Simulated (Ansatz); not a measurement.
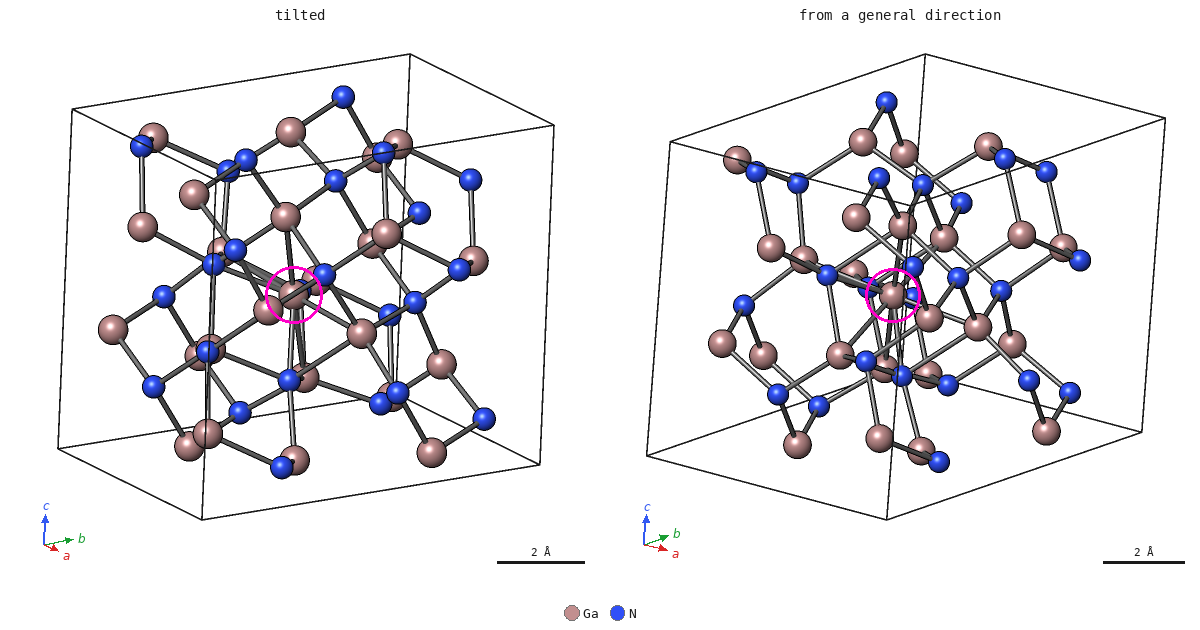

Ball-and-stick representation of a periodic structure, projected slightly off an axis and from a general direction. One supercell is framed, with atoms on its boundary repeated. The host is GaN, in a cell of 48 sites, and the cell is neutral. A ring marks the defect's site.

**What defect is present?**

An interstitial gallium atom. It is bonded to six Ga and three N (about 2.4 to 2.5 Å to Ga, 2.0 Å to N).

Method: Ansatz 0.2.0, DFT PBE, scalar-relativistic, plane waves, PAW; a 420 eV plane-wave basis, a 2×2×2 sampling of the Brillouin zone, Gaussian smearing of 0.01 eV, collinear spins.

**Does a spin moment come with the defect?**

Yes, 0.5 μB in the cell.

The atoms were relaxed in the host's cell with DFT PBE, scalar-relativistic, plane waves, PAW in Ansatz.
